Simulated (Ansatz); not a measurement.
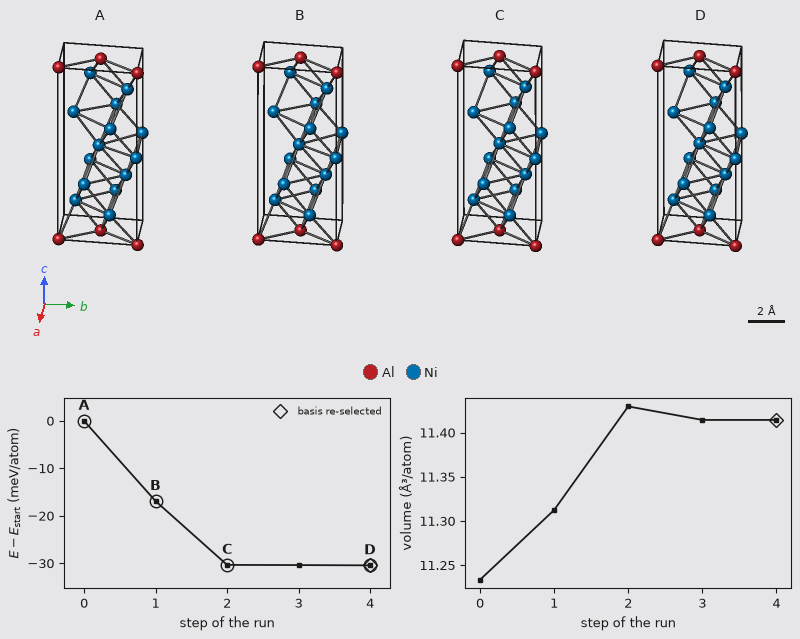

Frames of a relaxation of a crystal of AlNi5 (a generated structure, set up in P1) (coarse preliminary run), marked on the history of the run. Style: ball-and-stick. Shown: the cell of the calculation, from a free direction.

All numbers below come from DFT PBE, scalar-relativistic, plane waves, PAW in Ansatz. (plane-wave cutoff 420 eV; k-point mesh 8 × 6 × 2; occupations gaussian; smearing width 0.2 eV; collinear spin; cell and atoms relaxed; force threshold 0.025 eV/Å; at most 60 steps)

> Describe the path.

The atom that moves furthest relative to the cell is a Ni atom (0.13 Å in a general direction near [3 1 0]). Largest moves by element: Ni 0.13 Å, Al 0.10 Å. The volume changes by +1.6 %, with a 2.529 → 2.573 Å (+1.8 %), b 4.507 → 4.446 Å (−1.4 %), c 11.829 → 11.973 Å (+1.2 %), α 90.0° → 90.2°, β 89.8° → 90.0°, γ 90.5° → 90.0°. Some distances before and after: Ni–Ni 2.727 → 2.568 Å, Ni–Ni 2.422 → 2.568 Å, Al–Ni 2.323 → 2.463 Å, Ni–Ni 2.698 → 2.568 Å. Within 0.06 Å the space group is P1 at the start and P-3m1 at the end; at a tighter tolerance small leftover displacements or strains of the cell lower it. After 3 accepted moves (4 points after the start) the energy has fallen by 30.4 meV per atom. The largest force component goes from 0.99 to 0.0017 eV/Å. Pressure: 4.33 GPa at the start and 0.03 GPa at the end. The SCF was repeated once at an unchanged geometry on a basis and grid sized afresh for the cell, which shifted the energy by 0.1 meV per atom at most. From step 0 to 1: an Al atom moves most (0.04 Å), volume +0.7 %, energy −16.9 meV per atom. From step 1 to 2: a Ni atom moves most (0.09 Å), volume +1.0 %, energy −13.4 meV per atom. From step 2 to 4: volume −0.1 %, energy −0.1 meV per atom.

```
step  E − E(0), meV/atom  largest force component, eV/Å  pressure, GPa  volume, Å³/atom                      note
   0                0.00                         0.9925           4.33           11.234                          
   1              -16.89                         0.6445           2.29           11.312                          
   2              -30.33                         0.0139          -0.19           11.430                          
   3              -30.36                         0.0017           0.04           11.414                          
   4              -30.42                         0.0017           0.03           11.414  same geometry, new basis
```
